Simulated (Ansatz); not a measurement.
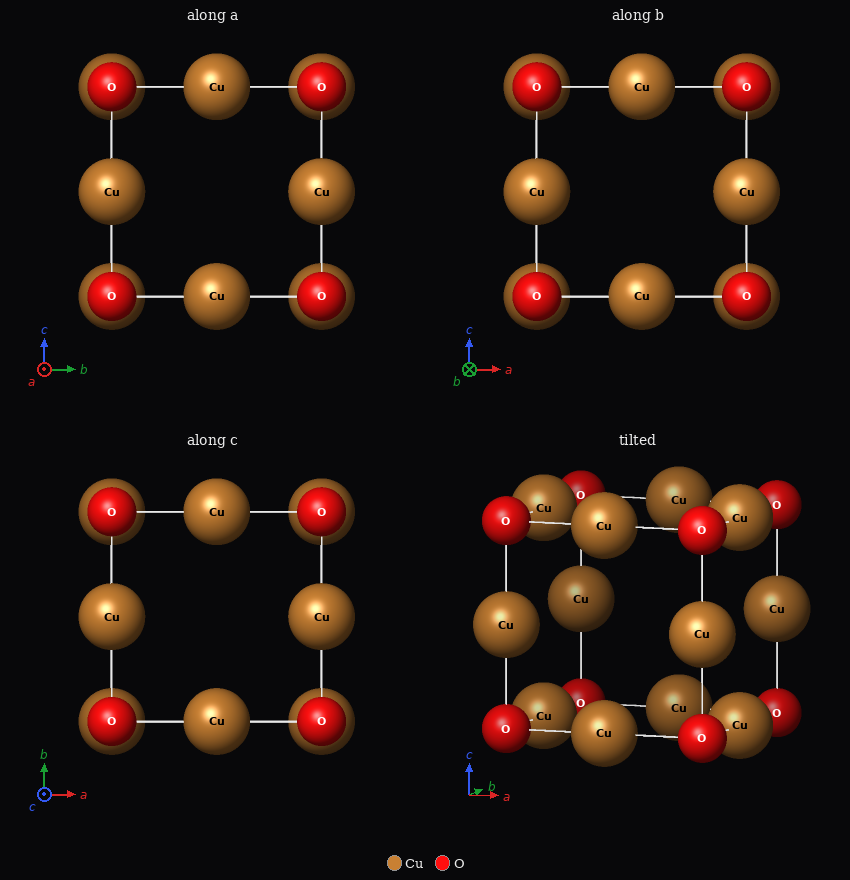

Crystal structure, spheres-only style, seen along the a axis, along the b axis, along the c axis and slightly off an axis. One conventional unit cell is framed, with atoms on its boundary repeated.

Lattice parameters: a = 3.981 Å, b = 3.981 Å, c = 3.981 Å, α = 90.00°, β = 90.00°, γ = 90.00°. Put a along x and b in the xy plane.

Q: Set out the cell and atoms as a POSCAR file.

A:
```
Cu O
1.0
     3.981    0.000    0.000
     0.000    3.981    0.000
     0.000    0.000    3.981
Cu O
3 1
Direct
  0.5000 0.0000 0.0000
  0.0000 0.5000 0.0000
  0.0000 0.0000 0.5000
  0.0000 0.0000 0.0000
```

It derives from a structure type filled with these elements by a generator (whether the compound takes this form wasn't checked). The final geometry of a relaxation with DFT PBE, scalar-relativistic, plane waves, PAW in Ansatz 0.2.0 is shown.
